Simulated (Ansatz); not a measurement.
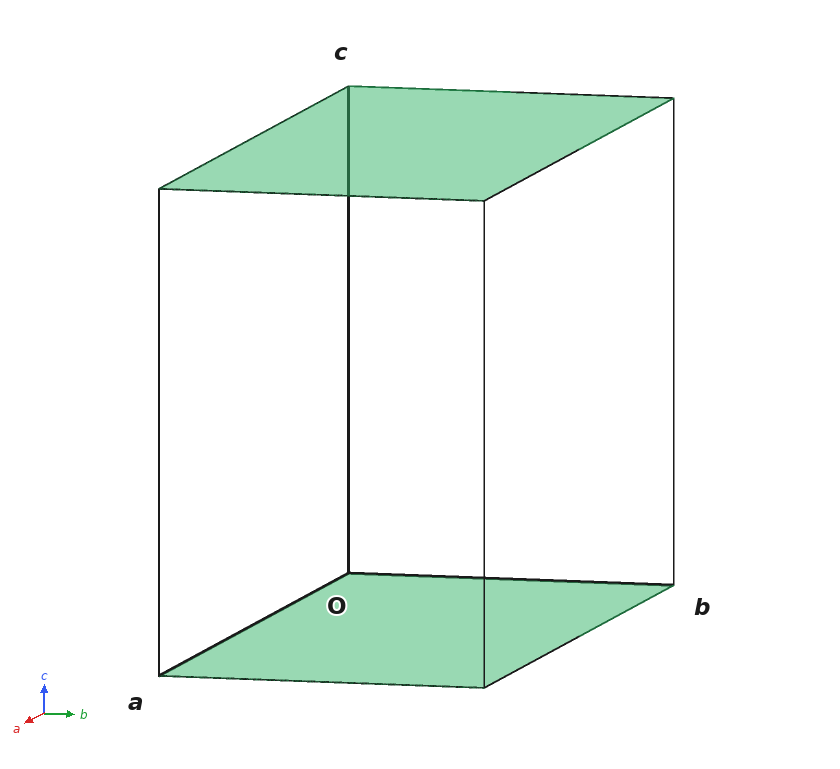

For Ga, the input geometry of an electronic-structure calculation (not necessarily at equilibrium); the starting structure was generated, so it need not be a known form of this composition: every member of one family of equally spaced planes, hx + ky + lz = a whole number, that cuts the unit cell is shaded (one member passes through the origin O). The drawing is computed from the coordinates (standard cell, symmetry found to 0.002 Å).

a = 3.011 Å, b = 3.011 Å, c = 4.866 Å, α = 90.00°, β = 90.00°, γ = 120.00°.

Q: Which (hkl) family is drawn?

A: (0 0 1), in four indices (0 0 0 1); the opposite sign names the same planes. The member next to the origin meets the axes a never, b never, c at 1.

Q: What is the spacing?

A: d = 4.866 Å.

Q: The space group is P6_3/mmc, No. 194. How many reflections hkl are equivalent to this one (itself included), and does it occur?

A: 2 reflections are equivalent in the Laue class 6/mmm. The reflection is systematically absent, by a glide plane.
